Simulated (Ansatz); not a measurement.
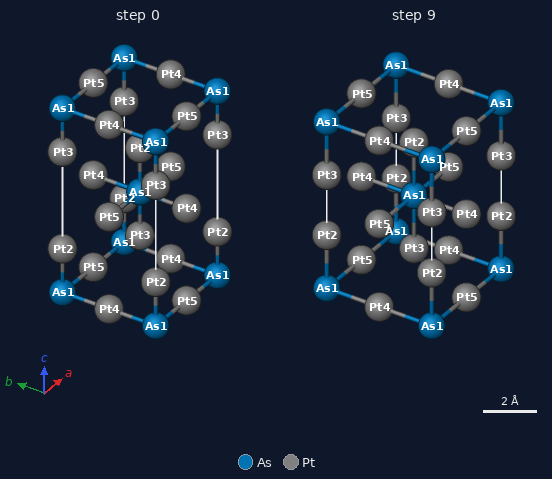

The structure of solid AsPt₄ (a generated structure, set up in I4/mmm) (coarse preliminary run) before (left) and after (right) a relaxation, at one scale.

A ball-and-stick model of the conventional cell (2 times the calculation's cell), seen from a free direction. Lengths and directions refer to the drawn axes.

Method: DFT PBE, scalar-relativistic, plane waves, PAW in Ansatz.

Input file:
```yaml
crystal:
  lattice:
    - [-2.1437507, 2.1437507, 4.19751652]
    - [2.1437507, -2.1437507, 4.19751652]
    - [2.1437507, 2.1437507, -4.19751652]
  atoms:
    - { symbol: As, position: [0.0, 0.0, 0.0] }
    - { symbol: Pt, position: [0.237, 0.237, 0.0] }
    - { symbol: Pt, position: [0.763, 0.763, 0.0] }
    - { symbol: Pt, position: [0.5, 0.0, 0.5] }
    - { symbol: Pt, position: [0.0, 0.5, 0.5] }
basis:
  ecutwfc: 420
kpoints:
  mp_grid: { grid: [6, 6, 6] }
hamiltonian:
  xc: pbe
scf:
  occupations: { method: gaussian, width: 0.1 }
  lower_state_search: "off"
output:
  forces: true
  stress: true
  eigenvalues: true
relax:
  adjacent_minimum: "off"
  f_tol: 0.04
  max_steps: 70
  cell: { stress_tol: 0.4 }
```

Command:
```bash
ansatz run input.yaml --threads 1 --pin off --max-ram 2560MiB --backend cpu --events-out ev --progress --plain --runs-dir out
```

Q: What changed between the two?

A: After 7 accepted moves (9 points after the start) the energy has fallen by 6.874 eV per cell of the calculation. Largest force component: 12 eV/Å at the start, 0.0018 eV/Å at the end. Pressure: 68.70 GPa at the start and 0.10 GPa at the end. At 2 points the geometry stayed and the basis and grid were re-selected for the new cell (energy shift of 30.3 meV per cell of the calculation at most each time). The largest moves relative to the cell, 0.62 Å, are those of Pt2 and Pt3. Pt2 goes along +c. As stays in place. The drawn cell changes as follows: a = b 4.288 → 4.826 Å (+12.6 %), c 8.395 → 7.579 Å (−9.7 %); the volume changes by +14.4 %. Some distances before and after: As1–Pt2 1.990 → 2.418 Å, As1–Pt4 2.144 → 2.413 Å. The space group stays I4/mmm (No. 139). The run took 100 s on 1 thread of Intel(R) Xeon(R) Processor @ 2.70GHz (shared host), peak memory 0.46 GiB.
